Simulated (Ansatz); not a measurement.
System: HCl, space group I4mm (No. 107).

The given structure:
```xyz
2
Lattice="-1.4929 1.4929 2.1267 1.4929 -1.4929 2.1267 1.4929 1.4929 -2.1267" Properties=species:S:1:pos:R:3 pbc="T T T"
H     0.0000    0.0000    2.8936
Cl    0.0000    0.0000    4.2011
```

Computed with Ansatz 0.2.0: harmonic phonon frequencies at the zone centre with atoms at rest in the given cell, without the long-range term of polar modes, the three translations left out, imaginary frequencies are negative; plane waves with PAW datasets, Γ-centred k mesh. Level: PBEsol, no spin polarisation.

- wave cutoff: 420 eV
- k mesh: 8×8×8
- occupations: fixed
- pressure: 32 GPa
- phonon method: linear response

Describe the result: the zone-centre optical phonon frequencies (the three acoustic modes are left out).

Two modes are imaginary, the softest at 241.8i cm⁻¹, so the structure is dynamically unstable. The highest mode lies at 2575.6 cm⁻¹ (without the field of polar modes). The optical modes lie at 241.8i (×2), 2575.6 cm⁻¹.

| frequency (cm⁻¹) |
| --- |
| −241.8 |
| −241.8 |
| 2575.6 |

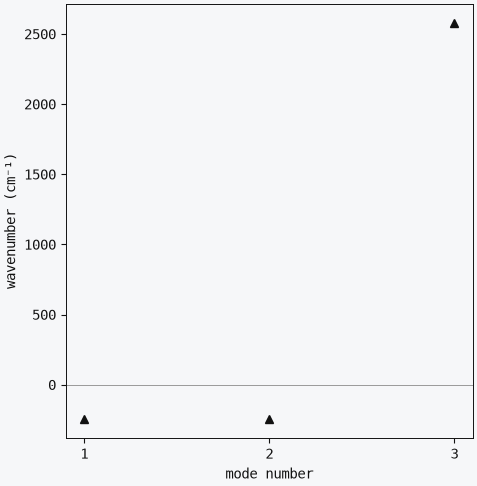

Imaginary frequencies are drawn as negative.

Limits of the calculation: coarse k mesh; field response not converged on the k mesh.
